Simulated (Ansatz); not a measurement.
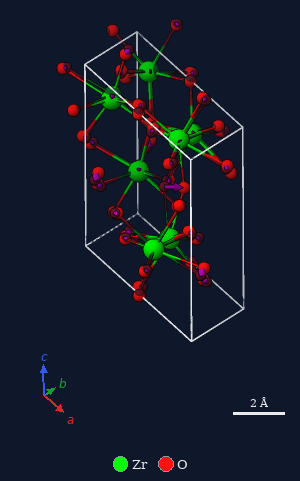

A relaxation of a defect cell of composition Zr₇O₁₆. The starting structure is drawn faded, the final one solid; purple arrows show the displacements, at their true length.

Style: ball-and-stick. Shown: the cell of the calculation (origin shifted), slightly off an axis.

Computed with Ansatz, DFT PBEsol, scalar-relativistic, plane waves, PAW. (plane-wave cutoff 420 eV; k-point mesh 2 × 2 × 2; occupations gaussian; smearing width 0.02 eV; mesh shifted by (0.5, 0.5, 0.5); collinear spin; atoms relaxed in a fixed cell; force threshold 0.03 eV/Å; at most 40 steps)

> Which element moves most?

Oxygen: up to 0.79 Å, against 0.21 Å for zirconium.

> What did the optimiser do to the structure, and how much energy did it gain?

An O atom moves most: 0.79 Å along [3 2 1]. Largest moves by element: O 0.79 Å, Zr 0.21 Å. The lattice vectors keep their values. Some distances before and after: Zr–Zr 3.414 → 3.614 Å, O–Zr 2.269 → 2.075 Å, O–Zr 2.268 → 2.099 Å, O–Zr 2.152 → 2.310 Å. Bond angles that change, for instance: Zr–O–Zr 131.3° → 139.2°, Zr–O–Zr 99.3° → 107.1°, Zr–O–Zr 105.9° → 99.4°. After 14 accepted moves (16 points after the start) the energy has fallen by 1.160 eV per cell of the calculation. The largest force component goes from 1.3 to 0.02 eV/Å. The line search rejected the trial steps at points 2, 14 of the run. Cost: 2.7 min on 8 threads of Arm Neoverse V1 (shared host), peak memory 1.4 GiB.

Limits of the set-up: the k-point mesh is coarse for a cell with partly filled bands; the periodic images lie only 6.7 Å apart, so the values are limited by the cell's size.
